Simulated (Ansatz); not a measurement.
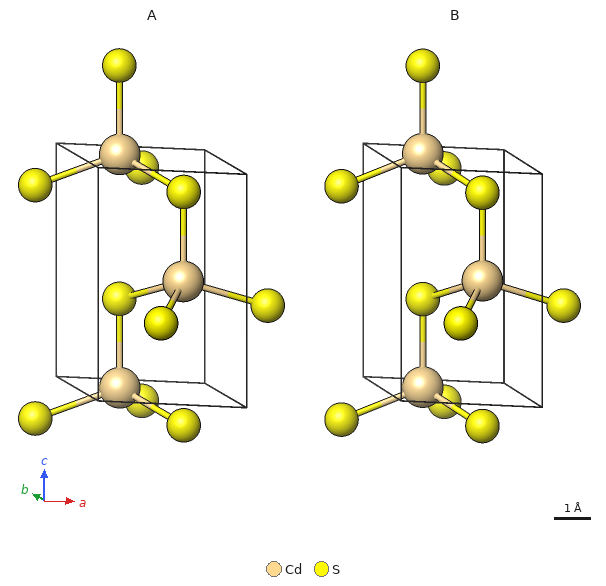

Two geometries of solid CdS (built on the measured structure type) at its r2SCAN-relaxed geometry: one is the relaxed structure, the other was perturbed away from it. The picture is a ball-and-stick view of the cell of the calculation, seen slightly off an axis.

The calculation used Ansatz 0.2.0, DFT, r2SCAN, plane waves, PAW. (plane-wave cutoff 500 eV; k-point mesh 12 × 12 × 4; occupations fixed; no spin polarisation)

> Which one is perturbed?

Structure A is the perturbed one. The cell is strained by +5.3 % along a and none across it (volume +5.3 %). The atoms were relaxed with r2SCAN under that strain, and this is a single point on that geometry. The energy rises by 18.3 meV per atom. Pressure: 0.0 GPa before, −2.9 GPa after. The principal stresses (compression positive) are −2.0 GPa along c, −2.4 GPa along [1 2 0], −4.2 GPa along a. The forces stay under 0.01 eV/Å. Near-neighbour distances before and after: Cd–S 2.546 → 2.583 to 2.601 Å. The space group (tolerance 0.01 Å) goes from P6_3mc (No. 186) to Cmc2_1 (No. 36).
